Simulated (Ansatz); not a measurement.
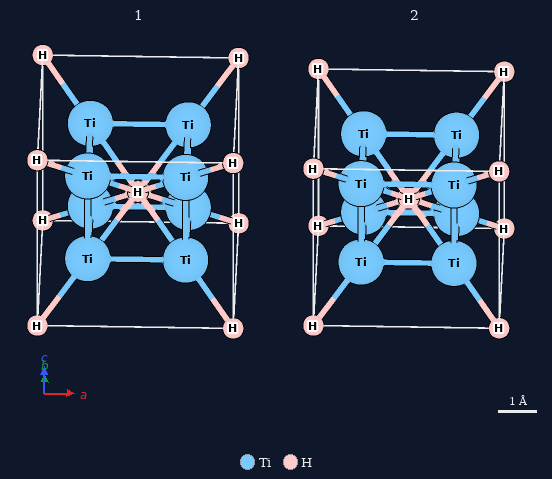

Two geometries of a crystal of Ti$_{4}$H (a generated structure, set up in Im-3m) (coarse preliminary run), drawn at one scale. One is the start of a relaxation, the other its converged end. The picture is a ball-and-stick view of the conventional cell (2 times the calculation's cell), seen from a free direction. Lengths and directions refer to the drawn axes.

Theory: Ansatz, DFT PBE, scalar-relativistic, plane waves, PAW. Settings: plane-wave cutoff 420 eV; k-point mesh 6 × 6 × 6; occupations gaussian; smearing width 0.1 eV; no spin polarisation; cell and atoms relaxed; force threshold 0.04 eV/Å; at most 70 steps.

### Which one is relaxed?

Structure 1 is the relaxed one. No atom moves by more than 0.005 Å relative to the cell. Cell: a = b = c 5.023 → 5.295 Å (+5.4 %). Volume +17.1 %. Some distances before and after: Ti–Ti 2.512 → 2.647 Å, H–Ti 2.175 → 2.293 Å. The space group stays Im-3m (No. 229). Over 3 accepted moves (4 points after the start) the energy falls by 0.539 eV per cell of the calculation. All forces vanish by symmetry, so only the cell relaxes. Pressure: 17.78 GPa at the start and 0.16 GPa at the end. The SCF was repeated once at an unchanged geometry on a basis and grid sized afresh for the cell, which shifted the energy by 5.8 meV per cell of the calculation at most. Cost: 4.6 s on 1 thread of AMD EPYC 9R45 (Zen 5), with other jobs on the host, peak memory 0.41 GiB.
